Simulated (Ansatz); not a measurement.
## Run report: MgO, molecular dynamics (part 2 of 2)

Continued. System: MgO (P1, 16 atoms in the cell). Method: DFT PBEsol, scalar-relativistic, plane waves, PAW, no spin polarisation (Ansatz 0.2.0); cutoff 420 eV, 2×2×2 k-mesh, Fermi–Dirac smearing of 0.05 eV. The structure derives from an entry of the Crystallography Open Database. It belongs to a series of runs on one base structure; here: dynamics from the last frame of the run before.

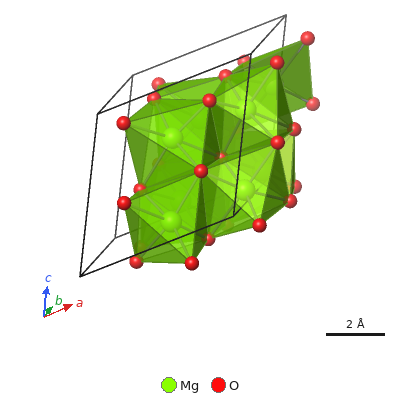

The geometry at step 150 of the log (polyhedral view of the cell of the calculation, seen slightly off an axis; polyhedra are completed across the faces of the cell).

Trajectory as extended XYZ (Å, eV, eV/Å), 13 of the 301 frames kept, from step=0 to step=300:
```
16
Lattice="0.0000 4.2181 4.2181 4.2181 0.0000 4.2181 4.2181 4.2181 0.0000" Properties=species:S:1:pos:R:3:forces:R:3 step=0 time_fs=0.0 energy=-19805.39377 temperature=1462.5
Mg    0.0301    0.1019   -0.0775   -0.4650  -0.5513   0.8184
O     2.0513    1.9696    2.0426    1.3225   0.8000   1.2319
Mg    2.1669    2.0481    0.1501   -0.1520   0.4480  -1.6938
O     4.2686    4.3187    2.1076   -1.7002  -0.8531  -0.3939
Mg    1.9567   -0.0897    2.0651    1.0199   0.4902   0.2688
O     4.3270    2.3153    4.2304   -1.0801  -2.3229  -0.4014
Mg    4.2521    2.1649    2.1903   -0.0476  -0.0822  -0.7770
O     6.3539    4.2065    4.2009    0.7006  -0.1236   0.0578
Mg   -0.0698    2.2010    2.1940    0.3314  -1.3094  -0.6009
O     1.9842    4.1765    4.1075    1.5527   0.2718   0.7459
Mg    2.1254    4.2363    2.0476    0.4702   0.1168   0.3960
O     4.2983    6.2337    4.1933   -1.2809   0.5417   0.8005
Mg    2.0990    2.0249    4.1197   -0.1326   0.7180   0.4101
O     4.3349    4.1353    6.3653   -1.2045   1.3832  -0.2302
Mg    4.2130    4.2064    4.3574    0.0664   0.8464  -1.0975
O     6.2771    6.3566    6.2327    0.5994  -0.3736   0.4652
16
Lattice="0.0000 4.2181 4.2181 4.2181 0.0000 4.2181 4.2181 4.2181 0.0000" Properties=species:S:1:pos:R:3:forces:R:3 step=25 time_fs=37.5 energy=-19803.67020 temperature=1642.9
Mg   -0.1180   -0.0627   -0.1173    1.2808   1.4886   1.1057
O     2.3180    2.0596    2.2296   -1.7841   0.2377  -0.4788
Mg    2.0194    2.0894   -0.0618    1.0538  -0.0916  -0.0357
O     4.2155    4.3818    1.8338    1.2245  -1.1997   2.4701
Mg    2.2153    0.1171    1.9828   -0.4580  -0.7651   0.4760
O     4.2577    2.1103    4.0211    1.2098   0.7723   1.0266
Mg    4.3707    2.1258    1.8534   -0.3083  -0.1624   2.0236
O     6.4265    4.1379    4.3953   -2.4514   0.8430  -0.7304
Mg   -0.0324    2.0661    2.1291    0.7548   1.2533   0.0020
O     2.3625    4.2748    4.2975   -0.5716  -0.2433  -1.8534
Mg    2.2377    3.9785    2.2903   -0.4370   1.4915  -0.7849
O     4.1176    6.5128    4.1871    1.5542  -2.9719  -0.7430
Mg    2.3440    2.0143    4.3116   -0.6412   0.6466  -0.7697
O     4.1363    4.2796    6.4762    2.4786  -0.5635  -2.6317
Mg    4.4306    4.2283    4.1212   -1.1288  -0.1655   0.5656
O     6.4786    6.4658    6.2648   -1.7761  -0.5699   0.3579
16
Lattice="0.0000 4.2181 4.2181 4.2181 0.0000 4.2181 4.2181 4.2181 0.0000" Properties=species:S:1:pos:R:3:forces:R:3 step=50 time_fs=75.0 energy=-19804.39069 temperature=2066.8
Mg    0.0906    0.1162   -0.0930    0.5983  -0.1779   0.4507
O     2.2413    2.2254    1.8113    0.8890  -0.7528   2.2506
Mg    2.4134    2.5081   -0.0316   -0.8952  -2.8947  -1.2021
O     4.4241    4.1318    2.1449   -0.1854   0.8042  -2.1623
Mg    2.3414    0.1114    2.0902   -0.4018  -0.3051  -1.1676
O     4.3589    2.0760    4.1719   -0.3480  -0.1560  -0.5421
Mg    4.4343    2.0665    1.9098   -0.5742   0.5886   0.8845
O     6.3719    4.3285    4.0676    0.9223   1.6542   0.3063
Mg    0.2959    2.0110    1.9992   -1.1672   0.7259   0.1834
O     2.2914    4.1846    4.0949   -0.5481   0.1430   2.5745
Mg    2.1423    4.3282    2.3072    0.8443  -0.3775  -3.3364
O     4.4071    6.4743    4.0881   -0.1944  -0.1194   0.1855
Mg    2.1522    2.2229    4.2816    1.0704  -1.1623  -0.4755
O     4.4189    4.2056    6.1486   -0.8931   0.6756   0.6999
Mg    4.2476    4.0400    4.0110    1.1639   0.9633   1.8115
O     6.5406    6.3305    6.3434   -0.2808   0.3909  -0.4609
16
Lattice="0.0000 4.2181 4.2181 4.2181 0.0000 4.2181 4.2181 4.2181 0.0000" Properties=species:S:1:pos:R:3:forces:R:3 step=75 time_fs=112.5 energy=-19804.68308 temperature=1894.8
Mg    0.1984    0.0436   -0.2359    0.3996   0.0348   0.8699
O     2.2976    2.1922    2.2382    0.5472   0.4203  -3.7951
Mg    2.3550    2.0752   -0.1392    0.1903   1.1804  -0.4555
O     4.3938    4.4017    1.9061   -0.4834  -0.5994   0.2986
Mg    2.0799    0.1226    2.0353    1.9744  -0.7087   0.3713
O     4.5794    2.2796    4.0524   -0.9940  -0.3751   1.2838
Mg    4.3569    2.2224    2.1346    0.6530  -0.3802  -1.5632
O     6.5813    4.3888    4.1885   -0.2222  -0.9576  -2.7045
Mg    0.2940    2.1943    1.9919   -0.9686   0.6015   0.0536
O     2.3572    4.3600    4.2376   -0.8722  -0.6583  -0.8831
Mg    2.4582    4.3918    1.7558   -1.4274   0.1439   3.2876
O     4.4645    6.2762    4.0997   -1.0854   1.2677   0.1175
Mg    2.2925    2.2249    4.0260   -0.2166   0.2755   3.3607
O     4.3979    4.2738    6.2693    0.3159   0.0858  -0.2829
Mg    4.3099    4.2746    4.2785    1.0401   0.3920  -0.4690
O     6.3949    6.5104    6.1532    1.1494  -0.7228   0.5103
16
Lattice="0.0000 4.2181 4.2181 4.2181 0.0000 4.2181 4.2181 4.2181 0.0000" Properties=species:S:1:pos:R:3:forces:R:3 step=100 time_fs=150.0 energy=-19803.24382 temperature=1337.3
Mg    0.1689    0.1027   -0.0582   -0.4471   2.1999  -0.2438
O     2.4254    2.2075    1.5685   -2.0948  -1.0849   1.8986
Mg    2.1809    1.9750   -0.3920   -0.1384   1.0805   0.8863
O     4.2371    4.3073    2.0127    1.2569   0.6711   0.0700
Mg    2.3161    0.1961    1.9681   -0.3670  -0.4395  -0.9684
O     4.1797    2.1356    4.2047    3.3550   0.2659  -1.3141
Mg    4.2743    2.2895    1.9312    2.0632  -0.4851   0.0462
O     6.4623    4.4817    3.8748    0.1321  -0.0807   0.7304
Mg    0.0523    2.3891    2.0370    0.2151  -0.9250  -1.4870
O     2.3038    4.1565    4.0659   -0.2667   3.5950  -0.1893
Mg    2.2793    4.0950    1.8105    0.8245   2.0295  -0.2698
O     4.2252    6.7450    3.9999    1.0594  -3.7656  -0.5152
Mg    2.3654    2.3787    4.0678   -1.5407  -3.0832   0.5982
O     4.6594    4.3956    6.0717   -2.8909   0.0752   0.3913
Mg    4.5239    4.5222    4.0456   -0.9900  -0.8060  -0.1407
O     6.4333    6.4282    6.1037   -0.1706   0.7530   0.5072
16
Lattice="0.0000 4.2181 4.2181 4.2181 0.0000 4.2181 4.2181 4.2181 0.0000" Properties=species:S:1:pos:R:3:forces:R:3 step=125 time_fs=187.5 energy=-19803.36973 temperature=1629.0
Mg    0.1263    0.3547   -0.1160   -0.2063  -1.7473  -1.3674
O     2.0948    2.1547    2.0312    1.0977   0.2582  -1.5621
Mg    2.2695    2.2704   -0.2178    0.9694  -0.6393  -0.7556
O     4.1595    4.2904    1.9207    0.2522   0.4032  -3.9823
Mg    2.4093    0.2191    1.7630   -1.4718  -0.2418   0.0982
O     4.5266    2.4353    4.0592   -2.5486  -2.9876  -0.8718
Mg    4.4569    2.2516    1.7136   -0.4598  -0.3169   0.0234
O     6.4399    4.1473    4.1219    1.3422   2.9689  -1.2599
Mg    0.0074    2.1747    1.7395    0.4439   1.2662   2.4240
O     2.0810    4.5458    3.8387    0.5744  -1.4487   0.7306
Mg    2.0949    4.2018    1.8250   -0.4632   0.3739   0.9146
O     4.4414    6.3047    3.8720   -1.0452   1.0926   0.5602
Mg    2.2283    2.1971    3.9468   -0.7563   0.4990   0.5497
O     4.2492    4.4464    5.9089    1.7885  -0.0534   1.1925
Mg    4.3862    4.2461    3.6608    0.1179   2.1590   4.2630
O     6.4224    6.7223    6.0765    0.3651  -1.5862  -0.9570
16
Lattice="0.0000 4.2181 4.2181 4.2181 0.0000 4.2181 4.2181 4.2181 0.0000" Properties=species:S:1:pos:R:3:forces:R:3 step=150 time_fs=225.0 energy=-19803.52595 temperature=1892.1
Mg   -0.0643    0.1967   -0.4807    0.6130   0.0539   1.9630
O     2.1349    2.2963    1.6117   -0.7305  -0.0532   0.8421
Mg    2.3314    2.3700   -0.2859   -1.1653  -0.9284  -0.7030
O     4.4151    4.1532    1.4527   -0.5591   1.1399   1.5979
Mg    2.1874    0.1281    1.7372    0.1820   0.5026  -0.9373
O     3.9950    2.1718    3.6209    2.7159   1.1221   1.3899
Mg    4.4567    2.0377    1.6085   -2.1543   1.6310   1.3949
O     6.3644    4.5728    3.7726   -0.4985  -2.9332   0.1171
Mg    0.1028    2.1653    1.5768   -0.0750  -0.0223   0.2545
O     2.3599    4.3654    3.8913   -1.2535  -0.3862  -0.0740
Mg    2.1480    4.4800    1.9335    0.9592  -3.2214  -0.7871
O     4.1778    6.2117    3.9114    2.0198   1.6070  -1.4640
Mg    2.0494    2.2904    3.8919    0.5483   0.6444  -1.1936
O     4.3177    4.2608    6.1303    0.0081  -0.6011  -2.4187
Mg    4.3849    4.2845    3.7447   -1.0758  -0.8737  -0.2286
O     6.4301    6.3091    5.9648    0.4658   2.3187   0.2468
16
Lattice="0.0000 4.2181 4.2181 4.2181 0.0000 4.2181 4.2181 4.2181 0.0000" Properties=species:S:1:pos:R:3:forces:R:3 step=175 time_fs=262.5 energy=-19803.29260 temperature=1627.1
Mg   -0.1451    0.1475   -0.2981    2.0534   0.1488  -0.9664
O     2.1890    2.1672    1.4977    0.1328  -0.1271   0.1475
Mg    2.1089    2.0888   -0.6864    0.6112   2.1444  -0.0494
O     4.2003    4.4652    1.7693    0.2461  -1.1073  -1.8271
Mg    2.2594    0.1990    1.4338   -0.6581  -0.5176   1.4592
O     4.2915    2.0380    3.6997   -0.6787   1.9363  -0.6282
Mg    4.1335    2.2727    1.7253    1.8936  -0.6958  -1.4861
O     6.4562    4.2365    3.7404   -1.8387   0.4935  -1.2836
Mg   -0.0300    2.3184    1.4342    1.1406   0.0248   2.1447
O     2.1033    4.4193    3.5912    1.2295  -1.0412   0.5463
Mg    2.1662    4.1042    1.4815   -1.2800   1.7974   0.8490
O     4.4313    6.8420    3.5157   -0.8970  -3.7141   0.4383
Mg    2.2056    2.3424    3.8430   -1.7329  -0.8550  -2.9536
O     4.3914    4.3757    5.5211   -1.4843   0.3245   1.1075
Mg    4.1905    4.4094    3.6484    1.5161   0.8061  -0.1262
O     6.3813    6.5161    5.6485   -0.2537   0.3823   2.6280
16
Lattice="0.0000 4.2181 4.2181 4.2181 0.0000 4.2181 4.2181 4.2181 0.0000" Properties=species:S:1:pos:R:3:forces:R:3 step=200 time_fs=300.0 energy=-19804.07337 temperature=1727.3
Mg    0.1809    0.0607   -0.5947   -1.0147   1.1544   0.5173
O     2.1242    2.2587    1.5066   -0.1246  -0.1301  -0.5265
Mg    2.0708    2.2633   -0.8283    0.0018  -0.2264   1.7665
O     4.1294    4.4849    1.3941    0.9181   0.0870   0.7360
Mg    2.1876    0.1857    1.3711   -0.4014  -0.5641   0.1551
O     4.2286    2.3597    3.6320    0.8115  -0.8826  -0.4381
Mg    4.2423    2.2477    1.4243   -0.0180   1.1315   1.7699
O     6.4062    4.2851    3.5023   -0.2136   1.4547   0.5340
Mg    0.1726    2.4259    1.5556   -2.4540  -1.7141  -1.6598
O     2.3110    4.2623    3.6137   -1.8874   0.8556  -1.1573
Mg    2.0507    4.2696    1.4415    2.0743   1.3908   0.1316
O     4.0965    6.4746    3.7660    1.4395   0.7295  -2.7316
Mg    2.2398    2.1251    3.4123    1.2268   1.2744   2.6564
O     4.2231    4.4235    5.6697    1.1904  -0.2773   0.8103
Mg    4.4496    4.5940    3.5669   -2.2917  -2.7390  -0.7461
O     6.2199    6.6514    5.7582    0.7429  -1.5441  -1.8177
16
Lattice="0.0000 4.2181 4.2181 4.2181 0.0000 4.2181 4.2181 4.2181 0.0000" Properties=species:S:1:pos:R:3:forces:R:3 step=225 time_fs=337.5 energy=-19803.94400 temperature=1658.5
Mg    0.0843    0.2968   -0.8290    0.1947  -2.1430  -0.0213
O     2.3845    2.4264    1.1907   -0.1941  -0.6272   1.4575
Mg    2.2378    2.4822   -0.6854    0.4608  -0.4239  -1.2644
O     4.3937    4.3226    1.3664   -0.1719  -0.0619  -1.0644
Mg    2.3212    0.2657    1.3254   -0.8103   0.8262   0.4422
O     4.4189    2.1747    3.4087   -1.1334   2.1049   0.6616
Mg    4.4444    2.1903    1.3843   -0.7774   1.1948  -0.8607
O     6.2888    4.5181    3.3093    1.3269  -0.4594   0.9920
Mg    0.0019    2.0856    1.3307    2.6232   1.3599  -0.3087
O     2.2532    4.6227    3.4017   -0.7313  -1.6439   0.6579
Mg    2.2384    4.4421    1.3228   -0.6408  -1.3199  -0.4761
O     4.4732    6.6278    3.1657   -0.8117   0.2678   2.6338
Mg    2.2076    2.4708    3.6393   -0.8452  -1.4833  -3.0156
O     4.3611    4.4388    5.5262   -0.4012  -0.2636  -0.6706
Mg    4.0985    4.2928    3.3715    3.5554   1.1333   0.3626
O     6.5648    6.3954    5.5104   -1.6437   1.5393   0.4742
16
Lattice="0.0000 4.2181 4.2181 4.2181 0.0000 4.2181 4.2181 4.2181 0.0000" Properties=species:S:1:pos:R:3:forces:R:3 step=250 time_fs=375.0 energy=-19804.04926 temperature=2012.2
Mg   -0.0681    0.2146   -0.8928    4.2292  -0.7916  -1.0511
O     2.2902    2.2903    1.3359   -0.4664  -0.5780  -1.5975
Mg    2.3051    2.1720   -1.0565   -0.1087  -0.4884   0.9201
O     4.2626    4.4253    1.1490    1.0087   0.4262   0.6016
Mg    2.2590    0.2318    1.2662    1.2369  -0.1441  -1.1657
O     4.3972    2.3481    3.2248    0.7047  -0.4260   0.0587
Mg    4.5690    2.4534    1.1457   -0.5820  -1.8725  -0.0207
O     6.5688    4.3319    3.3265   -2.6007   0.7255  -1.7848
Mg    0.2783    2.2785    1.0428   -1.1890   0.5907   1.2387
O     2.2455    4.4159    3.4930   -0.2333  -0.3056  -1.1083
Mg    2.2343    4.2440    0.9638    0.2616   1.2370   2.6083
O     4.1852    6.4385    3.4956    2.1913   0.5346  -1.5747
Mg    2.4407    2.4457    3.1683   -1.4757   0.2663   2.4706
O     4.5443    4.3576    5.3531   -1.0944   0.1424   0.6395
Mg    4.4642    4.3985    3.2150   -1.1896   1.0836   1.2668
O     6.6277    6.6090    5.4813   -0.6926  -0.4001  -1.5016
16
Lattice="0.0000 4.2181 4.2181 4.2181 0.0000 4.2181 4.2181 4.2181 0.0000" Properties=species:S:1:pos:R:3:forces:R:3 step=275 time_fs=412.5 energy=-19802.69025 temperature=1938.6
Mg    0.4389    0.0062   -1.1083   -2.0959   3.1065   0.3671
O     2.3409    2.2976    0.8924   -2.1429   0.0158  -0.1193
Mg    2.2479    2.0783   -1.1863   -0.4470   2.1763  -0.9203
O     4.3909    4.5071    0.9214    1.8692  -0.0917  -0.6474
Mg    2.4123    0.0441    0.8335   -1.4674   0.1869   1.4787
O     4.5410    2.5981    2.9041   -0.0662  -1.3971   0.9728
Mg    4.1581    2.2994    0.8898    3.7685   0.6920   1.9580
O     6.6150    4.5139    2.9629    0.3503  -1.1651   0.4749
Mg    0.3019    2.5528    1.0690   -0.8142  -2.3023  -2.3791
O     2.4768    4.2639    2.9651   -1.2724   1.2934   1.3834
Mg    2.4909    4.3175    1.0515   -0.3893   1.5584  -1.8697
O     4.4068    6.6064    3.0727   -0.0705  -0.6157  -0.0407
Mg    2.4051    2.1867    3.0828    2.2991   1.1364  -0.4332
O     4.3274    4.5003    5.2970    1.8388  -0.0309  -0.9414
Mg    4.7153    4.7783    3.1558   -1.2205  -4.7527  -1.1475
O     6.6028    6.4566    4.9931   -0.1396   0.1898   1.8636
16
Lattice="0.0000 4.2181 4.2181 4.2181 0.0000 4.2181 4.2181 4.2181 0.0000" Properties=species:S:1:pos:R:3:forces:R:3 step=300 time_fs=450.0 energy=-19802.68755 temperature=1911.0
Mg    0.2577    0.2094   -1.2239    0.3694  -1.2827  -1.5010
O     2.1471    2.2108    0.5246    2.3268   1.1164   1.6698
Mg    2.4228    2.5281   -1.4709    0.9033  -2.7371   2.6584
O     4.6691    4.1868    0.8556   -3.6563   0.5070  -0.3539
Mg    2.2585    0.1856    0.7397    3.0136   1.6248  -0.1349
O     4.2270    2.1039    3.0378    0.4687   2.4178  -2.3804
Mg    4.6379    2.2434    0.8577   -2.4401  -2.1523  -1.4537
O     6.7376    4.4038    2.8947   -0.9029   0.5215  -0.4892
Mg    0.2368    2.2990    0.6805    0.5895   0.8235   2.1932
O     2.1630    4.6635    2.8569    2.1458  -2.6897  -0.7224
Mg    2.4566    4.4843    0.6560   -1.7367  -1.2670   0.8899
O     4.5787    6.3723    2.7880   -0.9132   0.9747   0.3533
Mg    2.2994    2.3546    2.9131   -1.1468  -0.9762  -1.1125
O     4.5611    4.3701    4.8247   -0.9655   0.2174   0.4752
Mg    4.2956    4.1413    2.7678    0.5528   2.7910   2.0140
O     6.5319    6.5220    5.1111    1.3915   0.1110  -2.1061
```

The run was set up as follows.

Input file:
```yaml
accuracy: low
crystal:
  lattice:
    - [0.0, 4.2181, 4.2181]
    - [4.2181, 0.0, 4.2181]
    - [4.2181, 4.2181, 0.0]
  atoms:
    - { symbol: Mg, position: [-0.00068322, -0.01769398, 0.02482967] }
    - { symbol: O, position: [0.23244755, 0.25180558, 0.23450319] }
    - { symbol: Mg, position: [0.00370698, 0.03186664, 0.48184056] }
    - { symbol: O, position: [0.25575488, 0.24388981, 0.76809147] }
    - { symbol: Mg, position: [0.00223092, 0.48736015, -0.02348996] }
    - { symbol: O, position: [0.26299566, 0.73991917, 0.28589951] }
    - { symbol: Mg, position: [0.01221821, 0.50704023, 0.50102045] }
    - { symbol: O, position: [0.24341248, 0.75250453, 0.75383457] }
    - { symbol: Mg, position: [0.52923386, -0.00910488, -0.00743957] }
    - { symbol: O, position: [0.74676033, 0.22700979, 0.24338519] }
    - { symbol: Mg, position: [0.49293367, -0.00750947, 0.51138891] }
    - { symbol: O, position: [0.72648167, 0.26762945, 0.75137301] }
    - { symbol: Mg, position: [0.47954922, 0.49711294, 0.00049615] }
    - { symbol: O, position: [0.73086484, 0.77818816, 0.24950736] }
    - { symbol: Mg, position: [0.5157328, 0.51729087, 0.48150084] }
    - { symbol: O, position: [0.7482299, 0.72938786, 0.75875703] }
basis:
  ecutwfc: 420.0
kpoints:
  mp_grid: { grid: [2, 2, 2] }
hamiltonian:
  xc: pbesol
scf:
  occupations: { method: fermi_dirac, width: 0.05 }
  lower_state_search: "off"
md:
  timestep: 1.5
  n_steps: 300
  ensemble: nvt_langevin
  temperature: 1560.0
  initial_velocities: maxwell_boltzmann
  seed: 428574
  friction: 0.01
```

Command:
```bash
ansatz run input.yaml --threads 1 --pin off --max-ram 3072MiB --backend cpu --events-out ev --progress --plain --runs-dir out
```

Key numbers:

- outcome: finished
- mean temperature over the second half: 1839 K
- trajectory: 300 steps, 450 fs
- ensemble: nvt_langevin
- temperature in the input: 1560.0 K
- time step: 1.5 fs
- space group of the start (tolerance 0.01 Å): P1 (1)
- electrons treated: 128
- potential energy (free energy of the electrons) (last step): −19802.6875 eV
- Fermi energy (last step): 10.347 eV
- largest force (length of the vector) (last step): 3.921 eV/Å
- hardware: 1 thread of Intel Xeon @ 2.90GHz (Ice Lake), 16 GiB of memory available, shared host
- wall time: 13 min
- peak memory: 0.52 GiB

Remarks:

The input asks for low accuracy. The k-point mesh is coarse for a cell of this size, so the results may not be converged. So short a trajectory is not equilibrated. The logged temperature at the start can lie below the typed one, since it is counted over all degrees of freedom.
